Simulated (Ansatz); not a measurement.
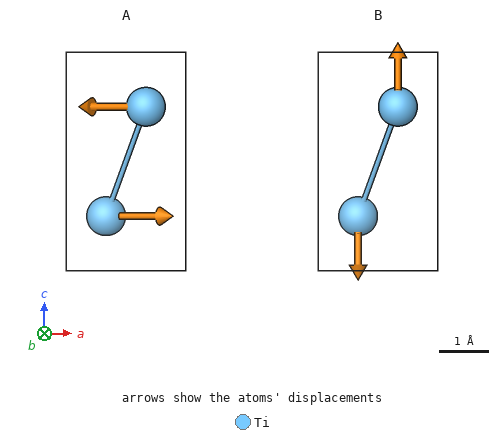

Modes of solid Ti relaxed at 7 GPa, space group P6₃/mmc (No. 194), at the zone centre (one member of each degenerate set). The orange arrows give the relative displacements of the atoms. A ball-and-stick model of the cell of the calculation, seen along the b axis.

Method: DFT PBEsol, scalar-relativistic, plane waves, PAW in Ansatz.

The frequencies depend somewhat on the k-mesh and the smearing.

Which are infrared-active and which Raman-active?

A is E₂g, Raman-active by symmetry (104 cm⁻¹). B is B₁g, silent by symmetry (neither infrared- nor Raman-active) (239 cm⁻¹). The crystal has a centre of inversion, so no mode is both. In a metal the free carriers screen the infrared response.
